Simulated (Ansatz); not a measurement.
```cif
data_structure
_symmetry_space_group_name_H-M 'P 1'
_symmetry_Int_Tables_number 1
_cell_length_a 3.2964
_cell_length_b 3.2964
_cell_length_c 7.3903
_cell_angle_alpha 90.000
_cell_angle_beta 90.000
_cell_angle_gamma 120.000
_cell_volume 69.55
loop_
_atom_site_label
_atom_site_type_symbol
_atom_site_fract_x
_atom_site_fract_y
_atom_site_fract_z
_atom_site_occupancy
W1 W 0.00000 0.00000 0.00000 1
Se1 Se 0.33333 0.66667 0.76725 1
Se2 Se 0.66667 0.33333 0.23275 1
```

Space group P-3m1; a structure generated by program, which may or may not match a known phase.

Theory: DFT PBE, scalar-relativistic, plane waves, PAW in Ansatz 0.2.0.

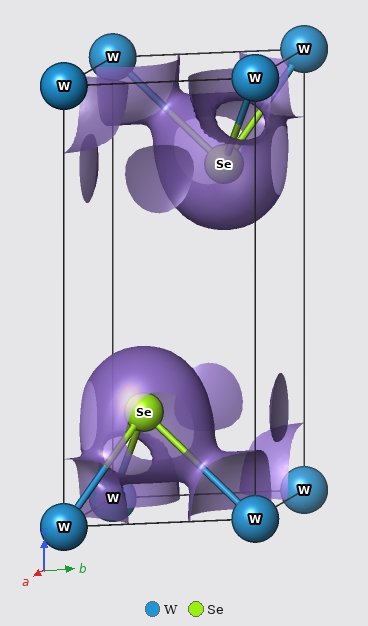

WSe₂. Isosurface of the valence pseudo-density at 0.4 e/Å³ (purple), seen slightly off an axis. Sticks mark near contacts.

The density is the valence pseudo-density of a PAW calculation; it isn't the true density close to the nuclei.

Q: Which contacts does the surface bridge?

A: At this value the density is joined into sheets; it holds about 85 % of the electrons treated as valence (semicore included). It bridges the shortest W–Se (2.57 Å) contacts, where the density stays above the isovalue. On the grid the lowest density along these lines, outside the cores, is 0.5 e/Å³ (W–Se, 2.57 Å).

Q: Metal or insulator at this level of theory?

A: It is metallic or semimetallic at this level of theory: no gap opens; semilocal functionals without U, or without the true magnetic order, often close the gap of such compounds.
